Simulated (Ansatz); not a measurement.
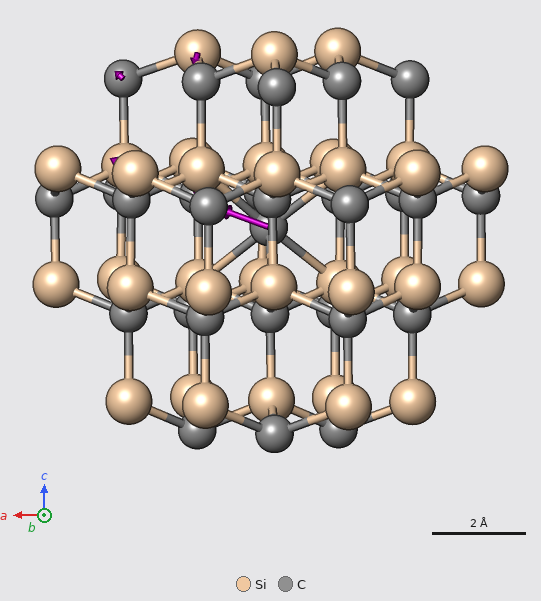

This is a relaxation of a defect cell of composition Si128C129 (cell charge −2). The starting structure is drawn; purple arrows show the displacements, at their true length.

The picture is a ball-and-stick view of the atoms within 5.0 Å of the atom that moves most (axes of the cell of the calculation (origin shifted)), seen from a free direction.

Computed with DFT, PBEsol, PAW, plane waves in Ansatz. Set-up: plane-wave cutoff 420 eV; k-point mesh 1 × 1 × 1; mesh shifted by (0.25, 0.25, 0.25); no spin polarisation; atoms relaxed in a fixed cell; force threshold 0.03 eV/Å; at most 80 steps.

> Atoms of which element are displaced furthest, and by how much?

Carbon: up to 1.31 Å, against 0.42 Å for silicon.

> Describe the change and its energy.

The energy falls by 10.471 eV per cell of the calculation in 14 geometry steps. Largest force component: 2.1 eV/Å at the start, 0.018 eV/Å at the end. A C atom moves most: 1.31 Å roughly along [3 −2 1]. Largest moves by element: C 1.31 Å, Si 0.42 Å. The cell stays as it was. Near-neighbour distances that change, for instance: C–Si 3.086 → 1.941 Å, C–Si 1.871 → 2.888 Å, C–Si 2.195 → 3.198 Å, C–Si 2.187 → 3.148 Å. New bonds form, among them: C–C (1.86 → 1.46 Å), C–Si (3.09 → 1.94 Å). Bonds break, among them: C–Si (1.87 → 2.89 Å), C–Si (2.18 → 3.13 Å), C–Si (2.19 → 3.15 Å), C–Si (2.20 → 3.20 Å). Bond angles that change, for instance: C–Si–C 56.1° → 95.6°, C–Si–C 55.4° → 94.8°, Si–C–Si 91.8° → 121.7°. Cost: 66 s on 1 × NVIDIA GB300 Max-Q with 8 threads of Arm Neoverse-V2, peak memory 3 GiB.

Limits of the set-up: the cell is charged, on a uniform background, and energies carry no finite-size correction.
